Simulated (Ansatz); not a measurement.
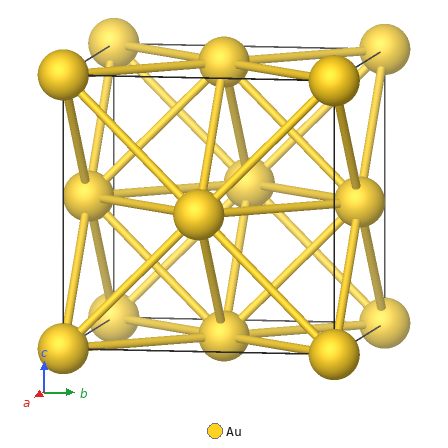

System: Au, space group Fm-3m (No. 225). The picture shows the conventional cell.

The given structure:
```cif
data_structure
_symmetry_space_group_name_H-M 'P 1'
_symmetry_Int_Tables_number 1
_cell_length_a 2.8779
_cell_length_b 2.8779
_cell_length_c 2.8779
_cell_angle_alpha 60.000
_cell_angle_beta 60.000
_cell_angle_gamma 60.000
_cell_volume 16.85
loop_
_atom_site_label
_atom_site_type_symbol
_atom_site_fract_x
_atom_site_fract_y
_atom_site_fract_z
_atom_site_occupancy
Au1 Au 0.00000 0.00000 0.00000 1
```

How it was computed, with Ansatz 0.2.0: all-electron LAPW DFT, no spin polarisation; energies at scaled volumes of the given cell, shape and fractions fixed, counted from the fit's minimum, third-order Birch-Murnaghan fit. Level: PBEsol.

- k mesh: 11×11×11
- occupations: Fermi–Dirac
- smearing width: 0.05 eV
- potentials: all electron LAPW, scalar relativistic
- program settings: basis error eV/atom 0.0005

What does the calculation give for the energy and pressure against volume? The volume takes the values 15.84, 16.18, 16.52, 16.85, 17.19, 17.53, 17.87 Å³/atom.

A third-order Birch–Murnaghan fit gives V0 = 17.01 Å³/atom, B0 = 175 GPa and B′ = 5.7. The energy is 51.33 meV/atom at volume 15.84 Å³/atom and 21.12 meV/atom at 17.87 Å³/atom; the lowest computed point is at volume 16.85 Å³/atom (0.79 meV/atom). The pressure falls from 15.25 GPa at volume 15.84 Å³/atom to −7.48 GPa at 17.87 Å³/atom, and changes sign near 17.02 Å³/atom.

| volume (Å³/atom) | energy (meV/atom) | pressure (GPa) |
| --- | --- | --- |
| 15.84 | 51.33 | 15.25 |
| 16.18 | 24.77 | 10.11 |
| 16.52 | 8.34 | 5.61 |
| 16.85 | 0.79 | 1.66 |
| 17.19 | 1.03 | −1.81 |
| 17.53 | 8.10 | −4.84 |
| 17.87 | 21.12 | −7.48 |

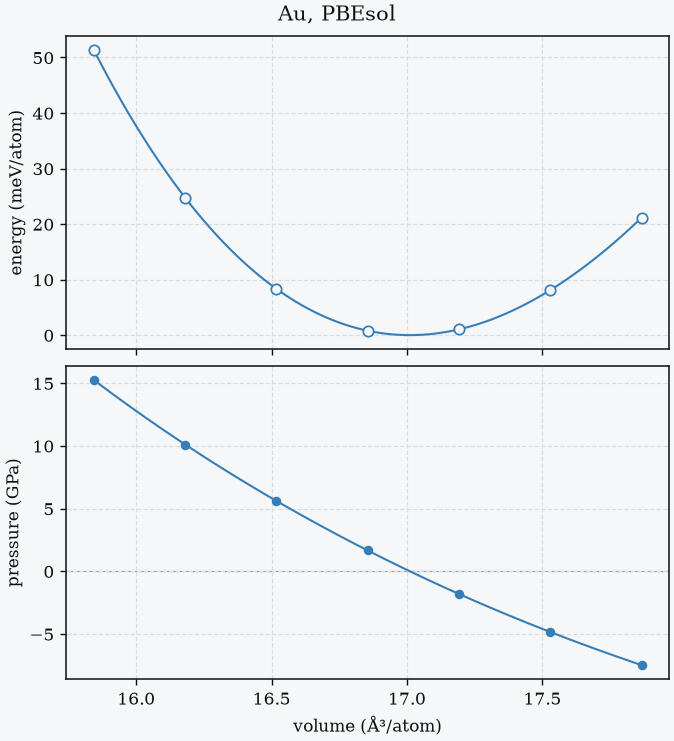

Limits of the calculation: spin-orbit coupling left out, heavy elements.
